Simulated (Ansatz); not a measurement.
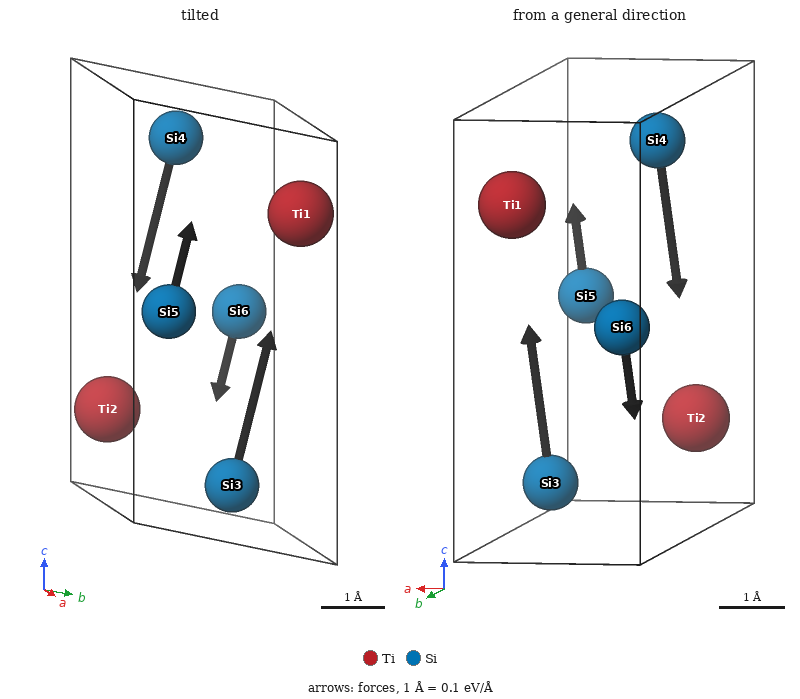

This spheres-only model is shown slightly off an axis and from a general direction. The wireframe shows the cell (the run's own, in a reduced setting). The arrows are the computed forces on the atoms.

System: TiSi2. Calculation details: DFT PBEsol, scalar-relativistic, plane waves, PAW in Ansatz; wavefunction cutoff 420 eV, k-points about 0.13 Å⁻¹ apart, Gaussian smearing of 0.15 eV, no spin polarisation.

**Could this be the end point of a relaxation?**

No. The atoms still feel forces of up to about 0.22 eV/Å, far above a usual threshold of 0.01 to 0.03 eV/Å.

**Find the atom with the largest force.**

Si3 and Si4, about 0.22 eV/Å.

Origin of the cell: a structure listed in the Materials Project. The cell was then strained or its atoms displaced on purpose. Ansatz was used for an electronic-structure calculation on it.
